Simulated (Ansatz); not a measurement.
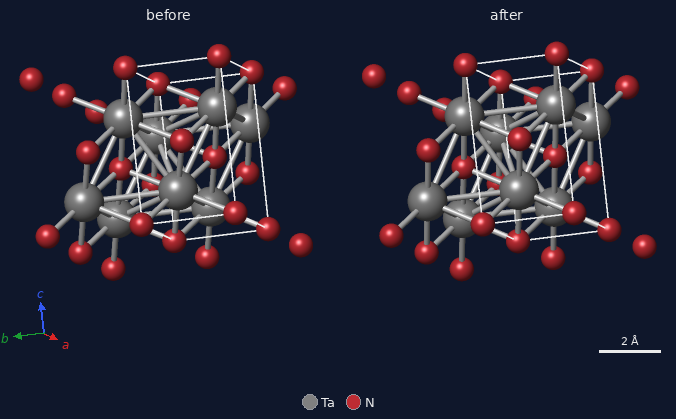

The structure of crystalline TaN (set up in P1) before (left) and after (right) a relaxation, at one scale.

The picture is a ball-and-stick view of the reduced cell, repeated 2 × 2 × 1 with one cell outlined, seen from a free direction. Lengths and directions refer to the drawn axes.

Case: cell sheared at random, sigma 0.03, atoms nudged by 0.01 Å; relaxed back.

All numbers below come from Ansatz, DFT PBEsol, scalar-relativistic, plane waves, PAW.

The input:
```yaml
crystal:
  lattice:
    - [-0.0329793076, -2.0953636516, -2.114540288]
    - [-2.3422000021, 0.0643951549, -2.2119147505]
    - [2.1307543017, 2.1760413388, -4.2767789556]
  atoms:
    - { symbol: Ta, position: [0.7478555075, 0.7505305573, 0.7477234693] }
    - { symbol: Ta, position: [0.2504714516, 0.2480182578, 0.2525207286] }
    - { symbol: "N", position: [0.0084712604, -0.0080314563, 0.0015309181] }
    - { symbol: "N", position: [0.4932017805, 0.5094826412, 0.498224884] }
basis:
  ecutwfc: 420
kpoints:
  mp_grid: { grid: [12, 12, 12] }
hamiltonian:
  xc: pbesol
scf:
  occupations: { method: gaussian, width: 0.15 }
output:
  forces: true
  stress: true
  eigenvalues: true
relax:
  adjacent_minimum: "off"
  f_tol: 0.01
  max_steps: 80
  cell: { stress_tol: 0.1 }
```

Run as
```bash
ansatz run input.yaml --threads 2 --pin off --max-ram 5120MiB --backend cpu --events-out ev --progress --plain --runs-dir out
```

Describe what moved and what it gained.

Answer. Over 5 accepted moves (7 points after the start) the energy falls by 0.251 eV per cell of the calculation. Largest force component: 0.35 eV/Å at the start, 0.00027 eV/Å at the end. Pressure: 4.88 GPa at the start and 0.00 GPa at the end. The SCF was repeated twice at an unchanged geometry on a basis and grid sized afresh for the cell, which shifted the energy by 4.2 meV per cell of the calculation at most. The largest moves relative to the cell, 0.027 Å, are those of N3 and N4. N4 goes roughly along [1 3 1]. By element the largest moves are N 0.027 Å, Ta 0.015 Å. Cell: a 2.977 → 3.101 Å (+4.2 %), b 3.163 → 3.101 Å (−2.0 %), c 5.250 → 5.339 Å (+1.7 %), α 90.7° → 90.0°, β 106.4° → 106.9°, γ 116.8° → 120.0°. Volume +0.3 %. Some distances before and after: Ta1–Ta1 2.977 → 3.101 Å, Ta1–N3 2.310 → 2.188 Å, Ta1–Ta1 (another image) 3.222 → 3.101 Å, Ta1–N4 2.302 → 2.188 Å. Among the angles between lasting bonds that change: Ta1–N4–Ta2 85.6° → 89.7°, Ta2–N4–Ta2 94.4° → 90.3°, Ta1–N4–Ta1 92.9° → 90.3°. Within 0.06 Å the space group is P-1 at the start and Fm-3m at the end; at a tighter tolerance small leftover displacements or strains of the cell lower it. The run took 7.5 min on 2 threads of Arm Neoverse V1, with other jobs on the host, peak memory 1.1 GiB.
